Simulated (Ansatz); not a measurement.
Take the following structure.

```cif
data_structure
_symmetry_space_group_name_H-M 'P 1'
_symmetry_Int_Tables_number 1
_cell_length_a 3.8301
_cell_length_b 3.8301
_cell_length_c 3.8301
_cell_angle_alpha 90.000
_cell_angle_beta 90.000
_cell_angle_gamma 90.000
_cell_volume 56.19
loop_
_atom_site_label
_atom_site_type_symbol
_atom_site_fract_x
_atom_site_fract_y
_atom_site_fract_z
_atom_site_occupancy
Ir1 Ir 0.00000 0.00000 0.00000 1
Ir2 Ir 0.00000 0.50000 0.50000 1
Ir3 Ir 0.50000 0.00000 0.50000 1
Ir4 Ir 0.50000 0.50000 0.00000 1
```

**Interpret the file: composition, symmetry and coordination.**

The element is iridium. The lattice is face-centred cubic and the space group Fm-3m (No. 225). This arrangement goes by the name face-centred cubic (Cu type). The cell holds four atoms. The neighbours of Ir are twelve Ir in a cuboctahedral arrangement at 2.71 Å. The bonds build a three-dimensional framework.

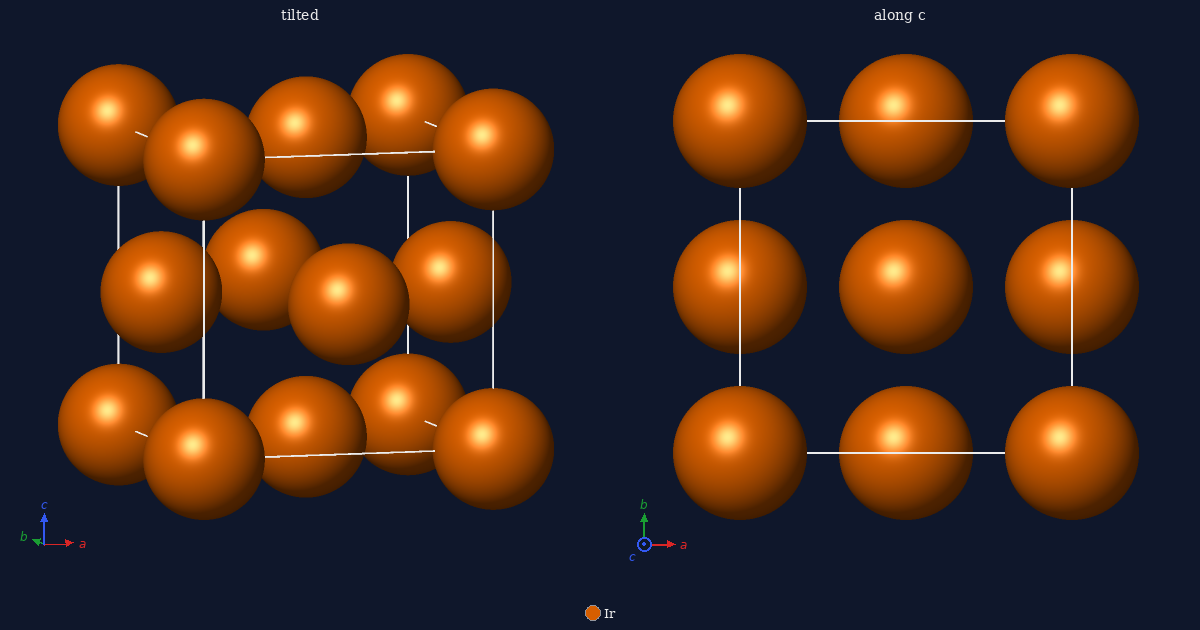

An orthographic spheres-only view of the structure, slightly off an axis and along the c axis. One conventional unit cell is framed, with atoms on its boundary repeated.

The structure was taken from a structure listed in the Materials Project. The structure drawn was relaxed with DFT PBEsol, scalar-relativistic, plane waves, PAW in Ansatz.
